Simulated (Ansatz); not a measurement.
Consider SnO2.

The calculation's input:

```
crystal:
  lattice:
    - [4.6739651233, 0.0, 0.0]
    - [0.0, 4.6739651233, 0.0]
    - [0.0, 0.0, 3.1434339099]
  atoms:
    - { symbol: Sn, position: [0.5, 0.5, 0.5] }
    - { symbol: Sn, position: [0.0, 0.0, 0.0] }
    - { symbol: O, position: [0.8071, 0.1929, 0.5] }
    - { symbol: O, position: [0.6929, 0.6929, 0.0] }
    - { symbol: O, position: [0.1929, 0.8071, 0.5] }
    - { symbol: O, position: [0.3071, 0.3071, 0.0] }
hamiltonian:
  xc: pbe
  pseudopotentials: { kind: paw }
kpoints:
  mp_grid: { grid: [6, 6, 8] }
scf:
  occupations: { method: fermi_dirac, width: 0.05 }
output:
  forces: true
  stress: true
  eigenvalues: true
  write_density: true
  write_potential: true
  elf: true
  volumetric_format: npy
```

Run with:

```sh
ansatz run input.yaml --threads 2 --pin off --max-ram 5120MiB --backend cpu --events-out ev --progress --plain --runs-dir out
```

Below, planes, directions and counts refer to the conventional cell (a = 4.67 Å, b = 4.67 Å, c = 3.14 Å, α = 90.00°, β = 90.00°, γ = 90.00°).

Space group P4₂/mnm; not relaxed (largest force 0.5 eV/Å); computed pressure about 22 GPa in this cell.

These are results of Ansatz 0.2.0, Kohn-Sham DFT of a periodic cell, PBE, Ansatz PAW, not measurements.

Question: Predict the valence pseudo-density and electron localisation function between the atoms.

Answer: Sn–O (2.02 Å): ρ is about 0.72 e/Å³ halfway; the ELF peaks at about 0.80 in the valence shell of O, 0.6 Å from its nucleus, and is about 0.25 at the midpoint (no shared electron pair shows on this line).

Question: Does the calculation make it a metal, or give it a gap?

Answer: It is gapped, with a Kohn–Sham gap of 1.8 eV on the k-point mesh, an upper bound to the gap of this method.

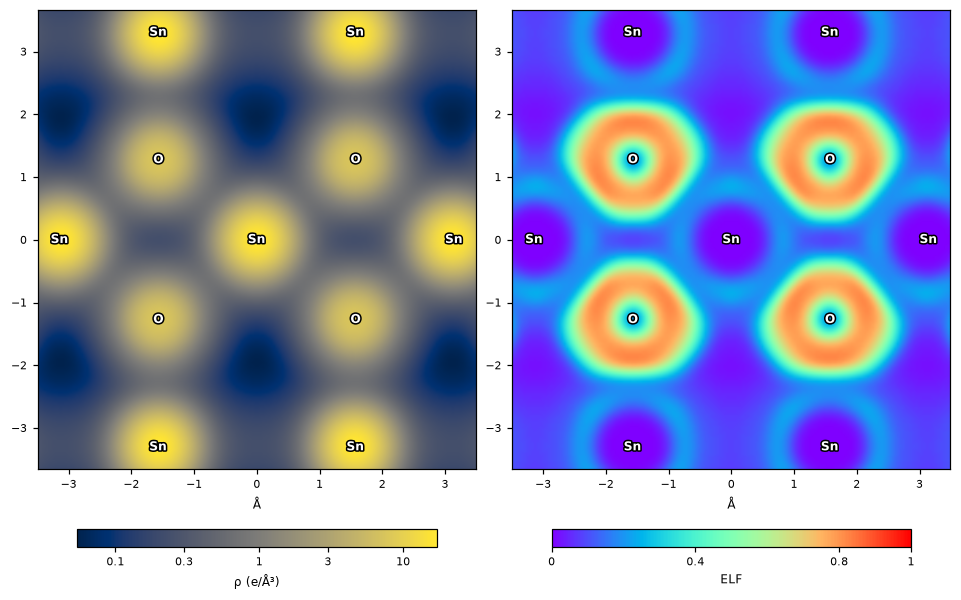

Computed valence pseudo-density and electron localisation function on the (11̄0) plane of the conventional cell, in this order. 

The density is the valence pseudo-density of a PAW calculation; it isn't the true density close to the nuclei.
